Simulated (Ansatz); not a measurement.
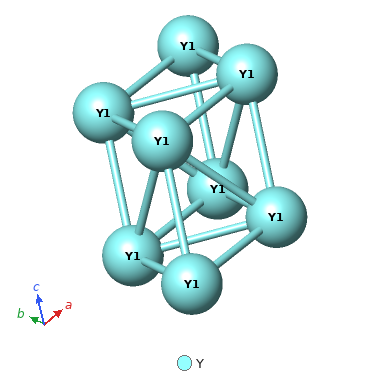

The system is Y (Fm-3m, No. 225; 1 atom in the cell); the picture shows the reference structure. 
- The cell is strained homogeneously, by one strain along x and y and another along z, with fractional coordinates fixed (x, y and z along the cube axes).
- The first coordinate is: strain along x and y; the second: strain along z.
- Grid: 5 × 5 points.
- Energies: meV/atom, counted from the lowest grid point.
- The reference cell is the one listed in the database, not relaxed at this level.
- These are results of Ansatz 0.2.0, DFT PBEsol, scalar-relativistic, plane waves, PAW, not measurements. Settings: cutoff 420 eV, k-mesh 16×16×16, gaussian smearing 0.15 eV, no spin polarisation.

Its coordinates:

```yaml
crystal:
  lattice:
    - [0.00000, 2.48500, 2.48500]
    - [2.48500, 0.00000, 2.48500]
    - [2.48500, 2.48500, 0.00000]
  atoms:
    - { symbol: Y, position: [0.00000, 0.00000, 0.00000] }
```

Range: strain along x and y from −8 to 8 %; strain along z from −8 to 8 %.

**Predict the map.**

The lowest grid point is at strain along x and y = 0 %, strain along z = 0 %. No other kind of well shows on this grid. The highest grid point, strain along x and y = −8 %, strain along z = −8 %, lies 289 meV/atom above the lowest. Round the minimum the valley is strongly tilted: raising strain along x and y shifts the best value of strain along z downwards (coupling k₁₂/√(k₁₁k₂₂) about 0.6).

| strain along z ↓, strain along x and y → | −8 | −4 | 0 | 4 | 8 |
| --- | --- | --- | --- | --- | --- |
| 8 | 90 | 30 | 33 | 88 | 186 |
| 4 | 104 | 22 | 8 | 49 | 134 |
| 0 | 140 | 34 | 0 | 24 | 94 |
| −4 | 201 | 68 | 11 | 15 | 67 |
| −8 | 289 | 127 | 44 | 25 | 56 |

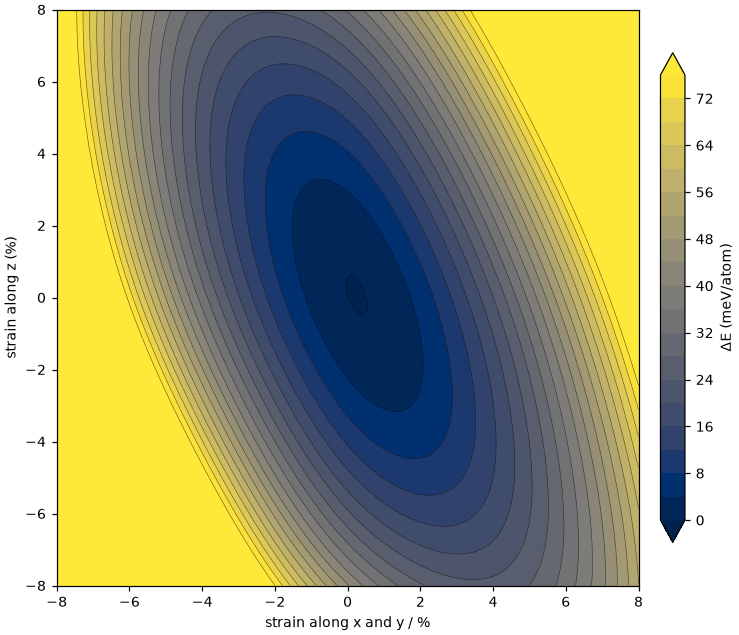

The picture shows filled contours, one colour for all values above the top of the scale. Between grid points the surface is interpolated.
